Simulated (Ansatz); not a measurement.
A series of calculations on Al₂Cu

Part 1: Relaxation

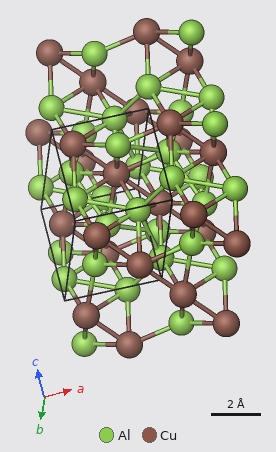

This is the input geometry for a relaxation of a crystal of Al2Cu (set up in I4/mcm). A ball-and-stick model of the cell of the calculation, repeated 2 × 2 × 2 with one cell outlined, seen from a free direction.

Case: relaxed at 50 GPa.

These are results of DFT r2SCAN, scalar-relativistic, plane waves, PAW (Ansatz 0.2.0), not measurements.

Input file:
```yaml
crystal:
  lattice:
    - [-2.7715966888, 2.7715966888, 2.2220281981]
    - [2.7715966888, -2.7715966888, 2.2220281981]
    - [2.7715966888, 2.7715966888, -2.2220281981]
  atoms:
    - { symbol: Al, position: [0.8420224296, 0.6579775704, 0.5] }
    - { symbol: Al, position: [0.6579775704, 0.1579775704, 0.8159551409] }
    - { symbol: Al, position: [0.3420224296, 0.8420224296, 0.1840448591] }
    - { symbol: Al, position: [0.1579775704, 0.3420224296, 0.5] }
    - { symbol: Cu, position: [0.25, 0.25, 0.0] }
    - { symbol: Cu, position: [0.75, 0.75, 0.0] }
basis:
  ecutwfc: 500
kpoints:
  mp_grid: { grid: [10, 10, 10] }
hamiltonian:
  xc: r2scan
scf:
  occupations: { method: gaussian, width: 0.1 }
output:
  forces: true
  stress: true
  eigenvalues: true
  write_density: true
  write_potential: true
  elf: true
  volumetric_format: npy
relax:
  adjacent_minimum: "off"
  f_tol: 0.008
  max_steps: 50
  cell: { stress_tol: 0.08, p_target: 50.0 }
```

Command:
```bash
ansatz run input.yaml --threads 1 --pin off --max-ram 2560MiB --backend cpu --events-out ev --progress --plain --runs-dir out
```

### Where does the relaxation end?

The largest moves relative to the cell, 0.006 Å, are those of Al1, Al2, Al3 and Al4. Al1 goes along [1 −1 0]. Cu stays in place. The drawn cell changes as follows: a = b = c 4.506 → 4.480 Å (−0.6 %); the volume changes by −1.7 %. Near-neighbour distances that change, for instance: Al1–Al4 2.477 → 2.450 Å, Al1–Cu5 2.366 → 2.354 Å, Cu5–Cu6 2.222 → 2.211 Å, Al1–Al4 (another image) 2.649 → 2.642 Å. The space group stays I4/mcm (No. 140). The energy rises by 0.336 eV per cell of the calculation in 2 accepted moves (3 points after the start). With the target pressure of 50 GPa, the enthalpy E + pV changes by −18.9 meV per cell of the calculation. Largest force component: 0.065 eV/Å at the start, 0.0048 eV/Å at the end. Pressure: 45.07 GPa at the start and 49.98 GPa at the end. The SCF was repeated once at an unchanged geometry on a basis and grid sized afresh for the cell, which shifted the energy by 0.2 meV per cell of the calculation at most. Cost: 3 min on 1 thread of Arm Neoverse V1, with other jobs on the host, peak memory 0.71 GiB.

Part 2: Relaxation

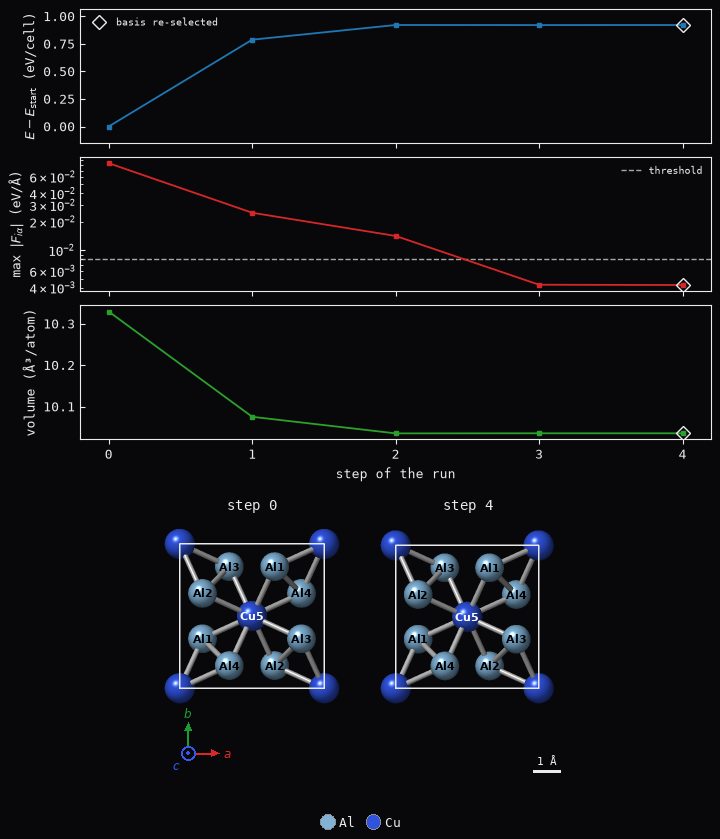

First and last geometry of a relaxation of crystalline Al$_{2}$Cu (set up in I4/mcm), with the history of the run. The picture is a ball-and-stick view of the conventional cell (2 times the calculation's cell), seen along the c axis. Lengths and directions refer to the drawn axes.

Case: relaxed at 90 GPa.

These are results of Ansatz 0.2.0, DFT r2SCAN, scalar-relativistic, plane waves, PAW, not measurements.

Input file:
```yaml
crystal:
  lattice:
    - [-2.6829632193, 2.6829632193, 2.1524565172]
    - [2.6829632193, -2.6829632193, 2.1524565172]
    - [2.6829632193, 2.6829632193, -2.1524565172]
  atoms:
    - { symbol: Al, position: [0.842811903, 0.657188097, 0.5] }
    - { symbol: Al, position: [0.657188097, 0.157188097, 0.814376194] }
    - { symbol: Al, position: [0.342811903, 0.842811903, 0.185623806] }
    - { symbol: Al, position: [0.157188097, 0.342811903, 0.5] }
    - { symbol: Cu, position: [0.25, 0.25, 0.0] }
    - { symbol: Cu, position: [0.75, 0.75, 0.0] }
basis:
  ecutwfc: 500
kpoints:
  mp_grid: { grid: [10, 10, 10] }
hamiltonian:
  xc: r2scan
scf:
  occupations: { method: gaussian, width: 0.1 }
output:
  forces: true
  stress: true
  eigenvalues: true
relax:
  adjacent_minimum: "off"
  f_tol: 0.008
  max_steps: 50
  cell: { stress_tol: 0.08, p_target: 90.0 }
```

Launched with:
```bash
ansatz run input.yaml --threads 1 --pin off --max-ram 2560MiB --backend cpu --events-out ev --progress --plain --runs-dir out
```

> Did the run converge, and what did it change?

It converged. The largest moves relative to the cell, 0.006 Å, are those of Al1, Al2, Al3 and Al4. Al2 goes along [−1 −1 0]. Cu stays in place. The drawn cell changes as follows: a = b 5.366 → 5.309 Å (−1.1 %), c 4.305 → 4.273 Å (−0.8 %); the volume changes by −2.8 %. Near-neighbour distances that change, for instance: Al1–Al4 2.386 → 2.349 Å, Al1–Cu5 2.292 → 2.271 Å, Cu5–Cu6 2.152 → 2.136 Å, Al1–Al4 (another image) 2.572 → 2.557 Å. The space group stays I4/mcm (No. 140). Over 3 accepted moves (4 points after the start) the energy rises by 0.921 eV per cell of the calculation. With the target pressure of 90 GPa, the enthalpy E + pV changes by −69.0 meV per cell of the calculation. Largest force component: 0.084 eV/Å at the start, 0.0043 eV/Å at the end. The pressure goes from 78.05 to 89.99 GPa. At 1 point the geometry stayed and the basis and grid were re-selected for the new cell (energy shift of 0.5 meV per cell of the calculation at most each time).

Part 3: Series

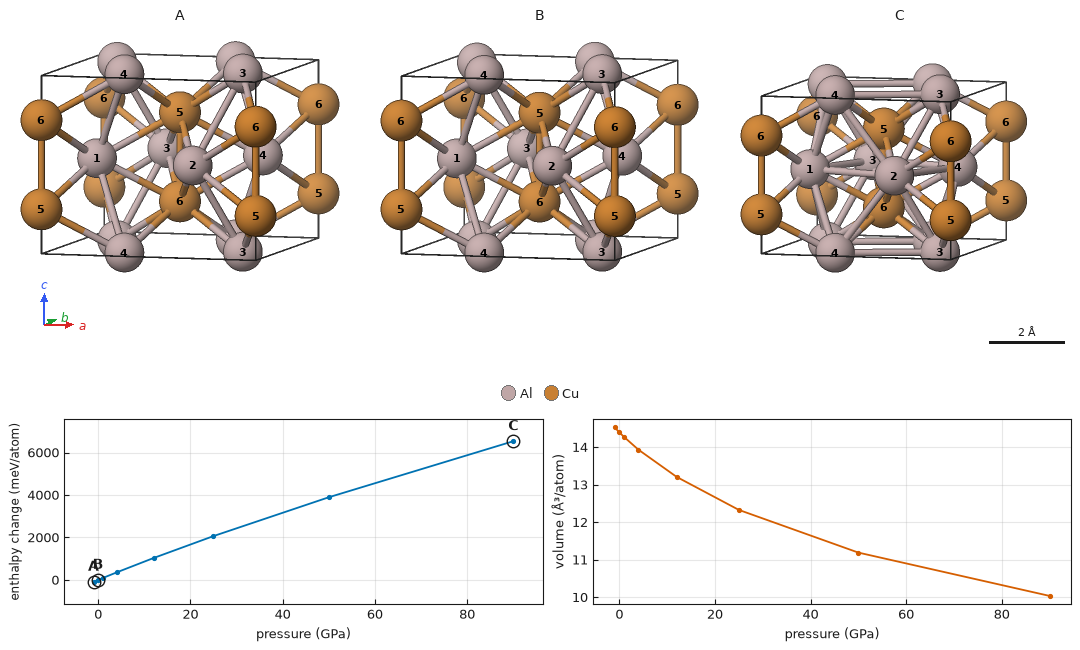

Members of a series of calculations on crystalline Al2Cu (set up in I4/mcm), marked on the first curve. Style: ball-and-stick. Shown: the conventional cell (2 times the calculation's cell), slightly off an axis. Lengths and directions refer to the drawn axes.

These are results of DFT r2SCAN, scalar-relativistic, plane waves, PAW in Ansatz, not measurements. Set-up: plane-wave cutoff 500 eV; k-point mesh 10 × 10 × 10; occupations gaussian; smearing width 0.1 eV; no spin polarisation.

**Describe the series.**

The structure is relaxed at several pressures. A (pressure −1.0 GPa): enthalpy change −90.3 meV/atom, volume 14.53 Å³ per atom. B (pressure 0.0 GPa): enthalpy change 0.0 meV/atom, volume 14.39 Å³ per atom. C (pressure 90.0 GPa): enthalpy change 6530 meV/atom, volume 10.04 Å³ per atom. The rest compares A with C. Cell: a = b 6.010 → 5.309 Å (−11.7 %), c 4.828 → 4.273 Å (−11.5 %). Volume −30.9 %. Some distances before and after: Al–Al 3.083 → 2.706 Å, Al–Al 2.711 → 2.349 Å, Al–Al 3.196 → 2.834 Å.
